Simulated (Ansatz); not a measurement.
**BeH₂: density, localisation and related maps**

```cif
data_structure
_symmetry_space_group_name_H-M 'P 1'
_symmetry_Int_Tables_number 1
_cell_length_a 7.4440
_cell_length_b 8.8963
_cell_length_c 4.9967
_cell_angle_alpha 90.000
_cell_angle_beta 92.788
_cell_angle_gamma 90.000
_cell_volume 330.51
loop_
_atom_site_label
_atom_site_type_symbol
_atom_site_fract_x
_atom_site_fract_y
_atom_site_fract_z
_atom_site_occupancy
Be1 Be 0.26970 0.14149 0.29653 1
Be2 Be 0.76970 0.64149 0.29653 1
Be3 Be 0.26970 0.85851 0.29653 1
Be4 Be 0.76970 0.35851 0.29653 1
Be5 Be 0.23030 0.35851 0.70347 1
Be6 Be 0.73030 0.85851 0.70347 1
Be7 Be 0.23030 0.64149 0.70347 1
Be8 Be 0.73030 0.14149 0.70347 1
Be9 Be 0.00000 0.75127 0.00000 1
Be10 Be 0.50000 0.25127 0.00000 1
Be11 Be 0.00000 0.24873 0.00000 1
Be12 Be 0.50000 0.74873 0.00000 1
H1 H 0.25958 0.00000 0.43650 1
H2 H 0.75958 0.50000 0.43650 1
H3 H 0.25000 0.25000 0.50000 1
H4 H 0.75000 0.75000 0.50000 1
H5 H 0.44863 0.15289 0.20745 1
H6 H 0.94863 0.65289 0.20745 1
H7 H 0.13460 0.14268 0.08502 1
H8 H 0.63460 0.64268 0.08502 1
H9 H 0.25000 0.75000 0.50000 1
H10 H 0.75000 0.25000 0.50000 1
H11 H 0.13460 0.85732 0.08502 1
H12 H 0.63460 0.35732 0.08502 1
H13 H 0.44863 0.84711 0.20745 1
H14 H 0.94863 0.34711 0.20745 1
H15 H 0.24042 0.50000 0.56350 1
H16 H 0.74042 0.00000 0.56350 1
H17 H 0.36540 0.35732 0.91498 1
H18 H 0.86540 0.85732 0.91498 1
H19 H 0.05137 0.34711 0.79255 1
H20 H 0.55137 0.84711 0.79255 1
H21 H 0.05137 0.65289 0.79255 1
H22 H 0.55137 0.15289 0.79255 1
H23 H 0.36540 0.64268 0.91498 1
H24 H 0.86540 0.14268 0.91498 1
```

Space group C2/m; a structure generated by program, which may or may not match a known phase.

The calculation used Ansatz 0.2.0, DFT r2SCAN, scalar-relativistic, plane waves, PAW.

In a PAW calculation such maps are meaningful between the atoms, not at the nuclei.

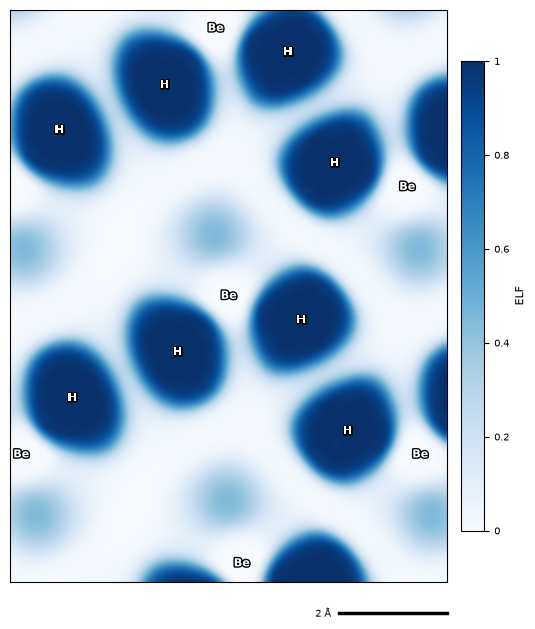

Figure 1. ELF on the (010) plane of the conventional cell.

> Read the bonding off the picture.

- The plane passes through Be and H nuclei.
- Be–H (1.42 Å): the ELF peaks at about 1 in the valence shell of H, 0.4 Å from its nucleus, and is about 1 at the midpoint.

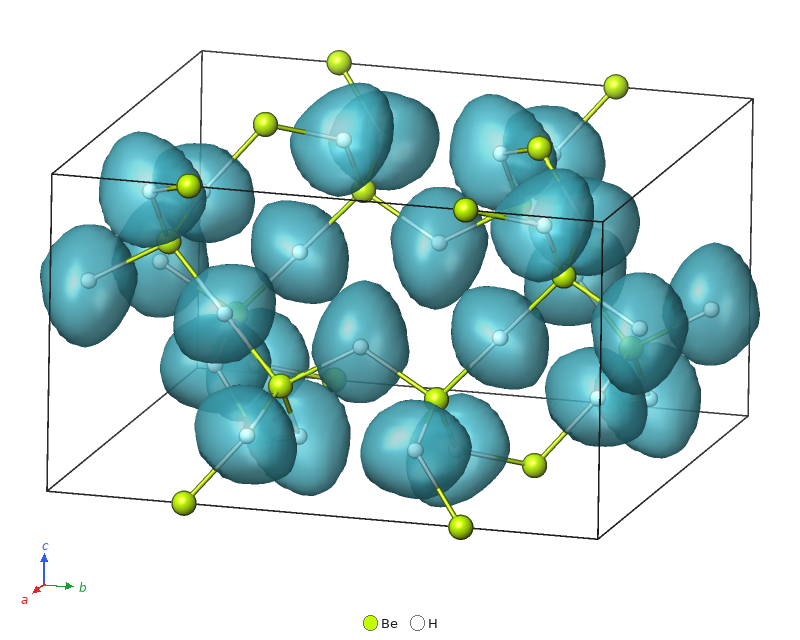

Figure 2. Isosurface of the ELF at 0.9 (cyan), seen slightly off an axis. Core shells and regions of very low density are left out. Sticks mark near contacts.

> Where are the electrons localised?

The surface consists of 24 regions around hydrogen nuclei, counted in one cell of 36 atoms. Any copies at cell faces, edges or corners count once. Profiles from the grid: Be–H (1.41 Å): the ELF peaks at about 1 in the valence shell of H, 0.4 Å from its nucleus, and is about 1 at the midpoint.

> Metal or insulator at this level of theory?

It is gapped, with a Kohn–Sham gap of 5.8 eV on the k-point mesh (the band edges may lie off the mesh, which would make the gap smaller).
